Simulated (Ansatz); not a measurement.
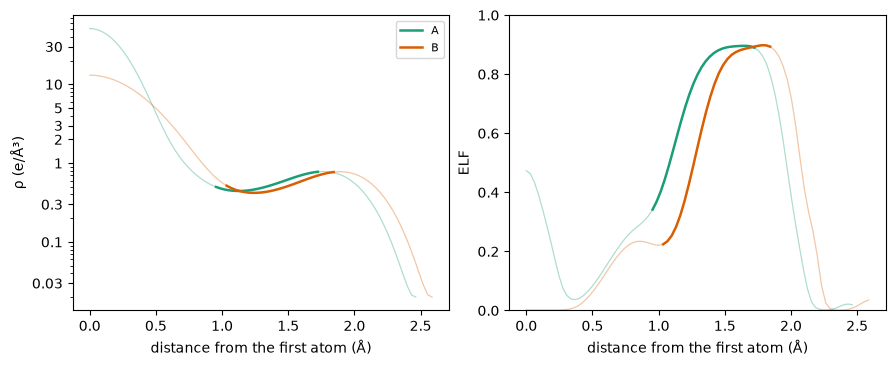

In₇GaP₈ (cell charge −1, with a compensating background) (cell with a defect). Valence pseudo-density and ELF along straight lines between neighbouring atoms. Thin, pale parts lie inside the atomic spheres.

The program warned that a starting moment wasn't kept; spin-polarised, but the moments vanished.

These are results of Ansatz 0.2.0, DFT PBE, scalar-relativistic, plane waves, PAW, not measurements.

Core electrons are frozen (PAW), and the valence fields are smoothed inside the atomic spheres.

```xyz
16
Lattice="0.0000 5.9598 -5.9598 5.9598 5.9598 0.0000 5.9598 0.0000 -5.9598" Properties=species:S:1:pos:R:3 pbc="T T T"
Ga    2.9799    5.9598   -2.9799
In    5.9598    2.9799   -8.9158
In    8.9158    2.9799   -5.9598
In    5.9598    0.0238   -5.9598
In    5.9598    5.9359   -5.9598
In    3.0037    2.9799   -5.9598
In    5.9598    2.9799   -3.0037
In    2.9799    0.0000   -2.9799
P     4.4020    4.5378   -4.4020
P     7.4464    7.4531   -4.4732
P     4.4732    7.4531   -7.4464
P     7.4464   10.4263   -7.4464
P     7.5177    4.5378   -7.5177
P    10.3617    7.3819   -7.5177
P     7.5177    7.3819  -10.3617
P    10.4330   10.4263  -10.4330
```

Q: Which curve belongs to which contact (Ga–P and In–P)? The first atom named is at distance zero.

A: Curve A: Ga–P (2.46 Å): the density is about 0.46 e/Å³ at the midpoint; the ELF peaks at about 0.90 in the valence shell of P, 0.8 Å from its nucleus, and is about 0.75 at the midpoint. Curve B: In–P (2.59 Å): ρ is about 0.42 e/Å³ halfway; the ELF peaks at about 0.90 in the valence shell of P, 0.8 Å from its nucleus, and is about 0.55 at the midpoint.
